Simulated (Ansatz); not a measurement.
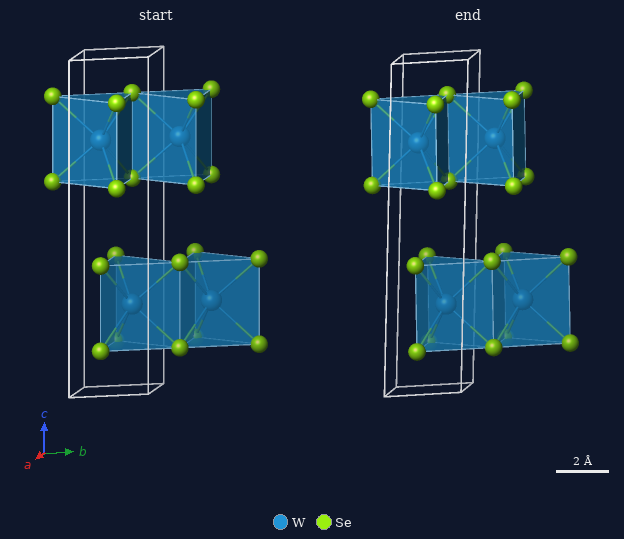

The structure of solid WSe₂ (set up in P6_3/mmc) before (left) and after (right) a relaxation, at one scale.

The picture is a polyhedral view of the cell of the calculation, repeated 1 × 2 × 1 with one cell outlined, seen slightly off an axis.

Computed with DFT PBEsol, scalar-relativistic, plane waves, PAW in Ansatz. (plane-wave cutoff 420 eV; k-point mesh 12 × 12 × 2; occupations gaussian; smearing width 0.05 eV; no spin polarisation)

What changed between the two?

Answer. The largest moves relative to the cell, 0.11 Å, are those of Se atoms. Largest moves by element: Se 0.11 Å, W 0.04 Å. The volume changes by −4.0 %, with a 3.271 → 3.209 Å (−1.9 %), b 3.271 → 3.133 Å (−4.2 %), c 13.221 → 13.073 Å (−1.1 %), α 90.0° → 88.2°, β 90.0° → 88.9°, γ 120.0° → 116.4°. Near-neighbour distances that change, for instance: W–W 3.271 → 3.133 Å, W–W 3.271 → 3.209 Å, Se–W 2.524 → 2.488 Å, Se–W 2.524 → 2.541 Å. Among the angles between lasting bonds that change: Se–W–Se 136.1° → 139.9°, W–Se–W 80.8° → 77.4°, Se–W–Se 80.8° → 77.4°. The space group (tolerance 0.01 Å) goes from P6_3/mmc (No. 194) to P-1 (No. 2).

Limits of the set-up: layers or molecules are held without a dispersion correction, so their spacing is unreliable.
